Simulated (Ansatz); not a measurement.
**Two runs on Al₃Ni₅**

System: Al₃Ni₅ (P1, 8 atoms in the cell).
Method of run 1: DFT PBEsol, scalar-relativistic, plane waves, PAW, no spin polarisation (Ansatz 0.2.0).

The structure derives from a Materials Project entry. Text and figures count atoms from 1; the logs count them from 0 in places.

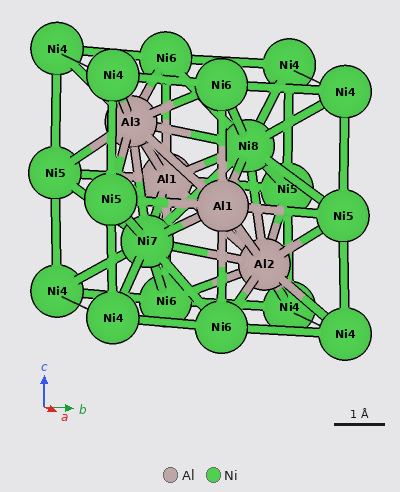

The input geometry (ball-and-stick view of the cell of the calculation, set on other vectors, seen slightly off an axis; atoms are numbered from 1 in the order of the input). An atom can appear more than once, as a periodic image.

The input, run 1:
```yaml
crystal:
  lattice:
    - [3.293332276, -3.6919375971, 0.0]
    - [3.293332276, 3.6919375971, 0.0]
    - [0.0, 0.0, 3.7203545651]
  atoms:
    - { symbol: Al, position: [0.4907588965, 0.5006360451, -0.0099617523] }
    - { symbol: Al, position: [0.7869775988, 0.2257610935, 0.5068612525] }
    - { symbol: Al, position: [0.2170646283, 0.7741016289, 0.4891133786] }
    - { symbol: Ni, position: [0.0130261713, 0.0090648175, 0.0123723856] }
    - { symbol: Ni, position: [0.0041475089, 0.4960397322, 0.0101966684] }
    - { symbol: Ni, position: [0.489810366, -0.0022575244, -0.0272355742] }
    - { symbol: Ni, position: [0.2786124373, 0.2879519641, 0.522659405] }
    - { symbol: Ni, position: [0.7196023929, 0.708702243, 0.4959942362] }
basis:
  ecutwfc: 420
kpoints:
  mp_grid: { grid: [8, 8, 10] }
hamiltonian:
  xc: pbesol
scf:
  occupations: { method: gaussian, width: 0.15 }
output:
  forces: true
  stress: true
  eigenvalues: true
```

Command:
```bash
ansatz run input.yaml --threads 2 --pin off --max-ram 5120MiB --backend cpu --events-out ev --progress --plain --runs-dir out
```

Hardware: 2 threads of Intel Xeon @ 2.50GHz (Skylake/Cascade Lake), 189 GiB of memory available, shared host.

Output, shortened to warnings, some set-up lines, iterations and results (run 1):
```
Basis set: ecut = 420 eV, 1779 PW (Γ), exchange–correlation on 72×72×50 points (8 copies of the dense FFT grid, shifted against one another)
Symmetry: 1 space group operations
k-points: 324 of 640 (time reversal used)
Initial density: superposition of atomic densities (neutral atoms: chi_scale 0, normalization atom), corrected by the library's trained network
[...]
SCF iter   1: F=—  HF=-30602.923158 eV  |F-HF|=—  |Δ(HF+E_count)|=         —  Δρ=2.41e-2  dr2=3.10e-1  ethr=1.77e-3  ⟨swp⟩=6.9  Hψ=75025  notcnv=0  defer=69
SCF iter   2: F=—  HF=-30602.879898 eV  |F-HF|=—  |Δ(HF+E_count)|=   4.33e-2  Δρ=5.97e-3  dr2=2.36e-2  ethr=3.13e-4  ⟨swp⟩=3.0  Hψ=39556  notcnv=0  defer=1039
SCF iter   3: F=—  HF=-30602.876784 eV  |F-HF|=—  |Δ(HF+E_count)|=   3.11e-3  Δρ=1.59e-3  dr2=2.35e-3  ethr=2.39e-5  ⟨swp⟩=1.1  Hψ=18563  notcnv=0  defer=1039
SCF iter   4: F=—  HF=-30602.876358 eV  |F-HF|=—  |Δ(HF+E_count)|=   4.26e-4  Δρ=3.21e-4  dr2=7.18e-5  ethr=2.37e-6  ⟨swp⟩=2.1  Hψ=26117  notcnv=0  defer=1039
SCF iter   5: F=—  HF=-30602.876423 eV  |F-HF|=—  |Δ(HF+E_count)|=   6.55e-5  Δρ=9.49e-5  dr2=1.04e-5  ethr=7.25e-8  ⟨swp⟩=2.3  Hψ=30418  notcnv=0  defer=1039
SCF iter   6: F=—  HF=-30602.876422 eV  |F-HF|=—  |Δ(HF+E_count)|=   1.75e-6  Δρ=4.12e-5  dr2=1.63e-6  ethr=1.05e-8  ⟨swp⟩=2.6  Hψ=30551  notcnv=0  defer=1039
SCF iter   7: F=—  HF=-30602.876421 eV  |F-HF|=—  |Δ(HF+E_count)|=   2.42e-7  Δρ=1.40e-5  dr2=1.37e-7  ethr=1.64e-9  ⟨swp⟩=2.4  Hψ=31245  notcnv=0  defer=1039
SCF iter   8: F=-30602.876421 eV  HF=-30602.876421 eV  |F-HF|=4.38e-9  |Δ(HF+E_count)|=   1.91e-8  Δρ=3.00e-6  dr2=6.69e-9  ethr=1.01e-10  ⟨swp⟩=9.0  Hψ=84719  notcnv=0
SCF 1 converged in 8 iterations: F = -30602.876421 eV  dr2 = 6.69e-9
SCF converged after 8 iterations
Free energy (F): -30602.876421 eV
Harris-Foulkes:  -30602.876421 eV  (|F-HF|=4.38e-9)
Internal energy: -30602.833167 eV  (E = F + TS)
E sigma→0 (E₀):  -30602.854794 eV
Entropy (-TS):   -0.043254 eV (-5.407 meV/atom)
Fermi energy:    15.290653 eV
--- Per-component energies (eV) ---
  E_band       = -1593.071212
  E_kinetic    = 1506.222757
  E_local      = -21159.445192  (includes V_loc(G=0)·N_el)
  E_nonlocal   = 3218.550141
  E_hartree    = 9065.454612
  E_xc         = -548.439600
  E_vxc        = -644.310499  (∫ρ·V_xc dr)
  E_paw        = -9348.022129  (= ΣΔE_a)
  E_vpaw       = -2644.990220  (= ΣTr[D̂ρ^β])
  E_aug_tail   = 0.002328  (compensation charges beyond the density's cutoff)
  E_ewald      = -13338.199944
  E_core_change = 1.043861  (= ΣΔE_core)
  E_smearing   = -0.043254  (= −TS)
  E_closure    = -0.000000  (closes the sum)
  Σ components = -30602.876421   (vs F -30602.876421, Δ=0.00e0)
--- Forces (eV/Å), atoms counted from 1 ---
  atom   1  Al     0.48575316    -0.41863928     0.97843400
  atom   2  Al    -0.61204648    -0.16857106    -0.23868319
  atom   3  Al     0.31684759     0.30950540     0.34999296
  atom   4  Ni    -0.83475967     0.27698357    -0.32248312
  atom   5  Ni     0.00364622     0.60548694    -0.17482631
  atom   6  Ni     0.56034026    -0.59489141     0.73427612
  atom   7  Ni    -0.50640772    -0.43191461    -1.17732307
  atom   8  Ni     0.58662188     0.42204039    -0.14938923
  max |Σ_I F_I| component: 4.76e-6 eV/Å
--- Stress (GPa, compression-positive) ---
        0.921139      -0.509048       1.571233
       -0.509047       1.417029      -0.001387
        1.571232      -0.001387       2.543703
  P = ⅓ Tr σ = 1.6273 GPa (16.273 kbar)
```

For run 2 the input was changed thus:
```diff
-    - [3.293332276, -3.6919375971, 0.0]
-    - [3.293332276, 3.6919375971, 0.0]
-    - [0.0, 0.0, 3.7203545651]
+    - [3.3142266737, -3.6316447905, -0.0647866185]
+    - [3.3489855486, 3.6626508738, 0.0531026087]
+    - [-0.0065994949, 0.0593983123, 3.6889390493]
-    - { symbol: Al, position: [0.4907588965, 0.5006360451, -0.0099617523] }
-    - { symbol: Al, position: [0.7869775988, 0.2257610935, 0.5068612525] }
-    - { symbol: Al, position: [0.2170646283, 0.7741016289, 0.4891133786] }
-    - { symbol: Ni, position: [0.0130261713, 0.0090648175, 0.0123723856] }
-    - { symbol: Ni, position: [0.0041475089, 0.4960397322, 0.0101966684] }
-    - { symbol: Ni, position: [0.489810366, -0.0022575244, -0.0272355742] }
-    - { symbol: Ni, position: [0.2786124373, 0.2879519641, 0.522659405] }
-    - { symbol: Ni, position: [0.7196023929, 0.708702243, 0.4959942362] }
+    - { symbol: Al, position: [0.4919707261, 0.4962106887, -0.0010328994] }
+    - { symbol: Al, position: [0.7831517412, 0.2248520074, 0.4987304102] }
+    - { symbol: Al, position: [0.2278341567, 0.7689524175, 0.497491252] }
+    - { symbol: Ni, position: [0.0035290017, 0.0003788479, -0.0023850457] }
+    - { symbol: Ni, position: [0.0070558128, 0.5043129775, 0.0016478914] }
+    - { symbol: Ni, position: [0.4975562583, 0.0081833785, 0.0070052702] }
+    - { symbol: Ni, position: [0.265050974, 0.2695797757, 0.500024346] }
+    - { symbol: Ni, position: [0.7238513292, 0.7275299069, 0.4985187753] }
```

What does this change do to the results?

With the same functional and potentials, run 2 lies 17.1 meV per atom lower. The pressure goes from 1.63 to 2.28 GPa. The largest force goes from 1.352 to 0.612 eV/Å. The volume per atom goes from 11.31 to 11.20 Å³. The number of SCF iterations is the same. The plane waves at Γ go from 1779 to 1743.

Output, shortened to warnings, some set-up lines, iterations and results (run 2):
```
Basis set: ecut = 420 eV, 1743 PW (Γ), exchange–correlation on 72×72×50 points (8 copies of the dense FFT grid, shifted against one another)
Symmetry: 1 space group operations
k-points: 324 of 640 (time reversal used)
Initial density: superposition of atomic densities (neutral atoms: chi_scale 0, normalization atom), corrected by the library's trained network
[...]
SCF iter   1: F=—  HF=-30603.062021 eV  |F-HF|=—  |Δ(HF+E_count)|=         —  Δρ=2.48e-2  dr2=3.31e-1  ethr=1.77e-3  ⟨swp⟩=6.9  Hψ=74949  notcnv=0  defer=78
SCF iter   2: F=—  HF=-30603.016872 eV  |F-HF|=—  |Δ(HF+E_count)|=   4.51e-2  Δρ=6.26e-3  dr2=2.65e-2  ethr=3.34e-4  ⟨swp⟩=3.0  Hψ=38883  notcnv=0  defer=1017
SCF iter   3: F=—  HF=-30603.013397 eV  |F-HF|=—  |Δ(HF+E_count)|=   3.47e-3  Δρ=1.68e-3  dr2=2.70e-3  ethr=2.67e-5  ⟨swp⟩=1.0  Hψ=18561  notcnv=0  defer=1017
SCF iter   4: F=—  HF=-30603.012919 eV  |F-HF|=—  |Δ(HF+E_count)|=   4.77e-4  Δρ=3.42e-4  dr2=8.34e-5  ethr=2.72e-6  ⟨swp⟩=2.1  Hψ=26384  notcnv=0  defer=1017
SCF iter   5: F=—  HF=-30603.012987 eV  |F-HF|=—  |Δ(HF+E_count)|=   6.80e-5  Δρ=1.00e-4  dr2=1.11e-5  ethr=8.42e-8  ⟨swp⟩=2.2  Hψ=31258  notcnv=0  defer=1017
SCF iter   6: F=—  HF=-30603.012985 eV  |F-HF|=—  |Δ(HF+E_count)|=   1.92e-6  Δρ=4.65e-5  dr2=2.14e-6  ethr=1.12e-8  ⟨swp⟩=2.5  Hψ=29051  notcnv=0  defer=1017
SCF iter   7: F=—  HF=-30603.012985 eV  |F-HF|=—  |Δ(HF+E_count)|=   2.81e-7  Δρ=1.37e-5  dr2=1.18e-7  ethr=2.16e-9  ⟨swp⟩=2.2  Hψ=29009  notcnv=0  defer=1017
SCF iter   8: F=-30603.012985 eV  HF=-30603.012985 eV  |F-HF|=4.39e-9  |Δ(HF+E_count)|=   1.97e-8  Δρ=2.97e-6  dr2=6.83e-9  ethr=1.01e-10  ⟨swp⟩=8.9  Hψ=84692  notcnv=0
SCF 1 converged in 8 iterations: F = -30603.012985 eV  dr2 = 6.83e-9
SCF converged after 8 iterations
Free energy (F): -30603.012985 eV
Harris-Foulkes:  -30603.012985 eV  (|F-HF|=4.39e-9)
Internal energy: -30602.972678 eV  (E = F + TS)
E sigma→0 (E₀):  -30602.992831 eV
Entropy (-TS):   -0.040307 eV (-5.038 meV/atom)
Fermi energy:    15.499465 eV
--- Per-component energies (eV) ---
  E_band       = -1575.511326
  E_kinetic    = 1506.644557
  E_local      = -21203.441988  (includes V_loc(G=0)·N_el)
  E_nonlocal   = 3217.260451
  E_hartree    = 9095.955818
  E_xc         = -549.006483
  E_vxc        = -645.062421  (∫ρ·V_xc dr)
  E_paw        = -9346.856417  (= ΣΔE_a)
  E_vpaw       = -2642.815155  (= ΣTr[D̂ρ^β])
  E_aug_tail   = 0.002335  (compensation charges beyond the density's cutoff)
  E_ewald      = -13324.574812
  E_core_change = 1.043861  (= ΣΔE_core)
  E_smearing   = -0.040307  (= −TS)
  E_closure    = -0.000000  (closes the sum)
  Σ components = -30603.012985   (vs F -30603.012985, Δ=0.00e0)
--- Forces (eV/Å), atoms counted from 1 ---
  atom   1  Al     0.51876428    -0.26955207     0.04348296
  atom   2  Al    -0.31344005     0.18663356     0.07117885
  atom   3  Al     0.12521589     0.59100432     0.09561330
  atom   4  Ni    -0.19746386     0.14701365     0.06064955
  atom   5  Ni    -0.47618260     0.32055762    -0.14769212
  atom   6  Ni    -0.08438581    -0.44666157    -0.24230963
  atom   7  Ni     0.33374886    -0.38974054     0.02486756
  atom   8  Ni     0.09373848    -0.13925569     0.09420942
  max |Σ_I F_I| component: 4.81e-6 eV/Å
--- Stress (GPa, compression-positive) ---
        0.854332      -1.735531       0.477689
       -1.735531       3.751819      -3.894665
        0.477688      -3.894664       2.242157
  P = ⅓ Tr σ = 2.2828 GPa (22.828 kbar)
```

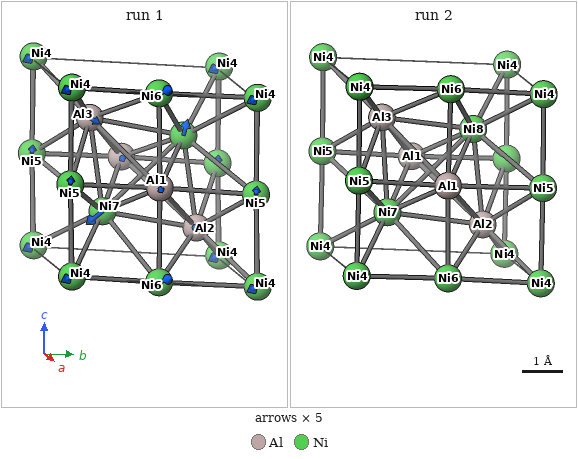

The two input geometries at one scale (ball-and-stick view of the cell of the calculation, set on other vectors, seen slightly off an axis). The blue arrows on the first give the shifts of the atoms relative to the cell, with their mean removed, magnified 5 times. The largest moves relative to the cell, 0.14 Å, are those of Ni6 and Ni7. Largest moves by element: Ni 0.14 Å, Al 0.07 Å. (The mean shift of all atoms is removed.) The volume changes by −0.9 %, with a 3.720 → 3.689 Å (−0.8 %), b 4.947 → 4.917 Å (−0.6 %), c 4.947 → 4.963 Å (+0.3 %), α 96.5° → 95.2°, β 90.0° → 88.8°, γ 90.0° → 91.5°. Among the contacts that change: Ni7–Ni8 2.841 → 3.054 Å, Ni6–Ni8 2.738 → 2.556 Å, Al2–Ni6 2.647 → 2.469 Å, Ni6–Ni7 2.771 → 2.603 Å.

The two runs side by side:

```csv
quantity,run 1,run 2
outcome,converged,converged
free energy per atom (eV),−3825.3596,−3825.3766
"energy per atom, smearing taken to zero (eV)",−3825.3568,−3825.3741
gap on the mesh (eV),0.00,0.00
pressure (GPa),1.63,2.28
volume per atom (Å³),11.31,11.20
largest force (eV/Å),1.352,0.612
SCF iterations,8,8
irreducible k-points,324,324
plane waves at Γ,1779,1743
wall time (shared host),3 min,3 min
```

For both runs: The run has no spin polarisation, so a magnetic state may lie lower.
